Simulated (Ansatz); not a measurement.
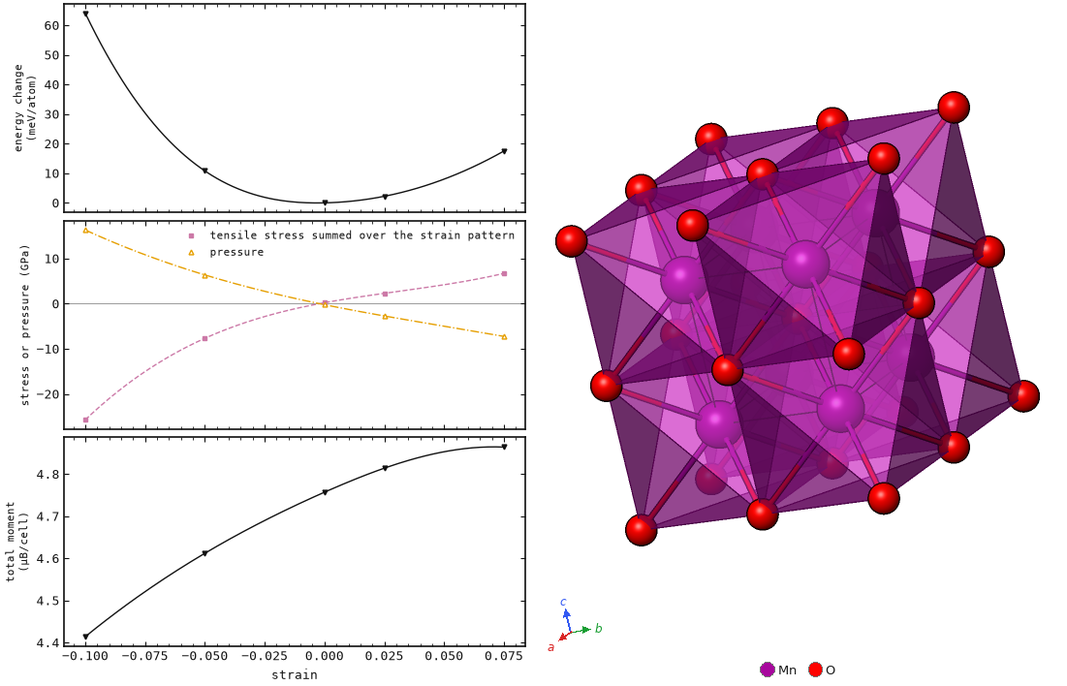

The picture above shows the energy change, tensile stress summed over the strain pattern, pressure and total moment against strain for MnO, space group Fm-3m (No. 225). The cell is drawn beside the plot.

Structure:
```xyz
2
Lattice="0.0000 2.2220 2.2220 2.2220 0.0000 2.2220 2.2220 2.2220 0.0000" Properties=species:S:1:pos:R:3 pbc="T T T"
Mn    0.0000    0.0000    0.0000
O     2.2220    2.2220    2.2220
```

Calculation (Ansatz 0.2.0): homogeneous strain of a crystal along one Voigt pattern with engineering shear, fractional coordinates fixed, by plane-wave density functional theory with PAW datasets, free energies less that of the undisturbed cell, pressure positive in compression; scalar-relativistic. Level: PBE, collinear spin.

```tsv
setting	value
wave cutoff	420 eV
k mesh	18×18×18
occupations	Gaussian
smearing width	0.15 eV
k shift	(0, 0, 0) (mesh steps)
start	as given
strain pattern	(0, 1, 0, 0, 0, 0) (xx yy zz yz xz xy with engineering shear)
```

Is the given structure stable along this path?

Answer. Yes: the energy rises on both sides of the starting structure, which is therefore a minimum along this path.

Read off the course of the tensile stress summed over the strain pattern.

Answer. It rises from −25.7 GPa at strain −0.100 to 6.7 GPa at 0.075, and changes sign near −0.001.

What does the pressure do across the range?

Answer. It falls from 16.3 GPa at strain −0.100 to −7.2 GPa at 0.075, and changes sign near −0.002.

What does the total moment do across the range?

Answer. It rises from 4.414 μB/cell at strain −0.100 to 4.864 μB/cell at 0.075.

Keep in mind: reference crystal is not relaxed; state may not be the lowest.
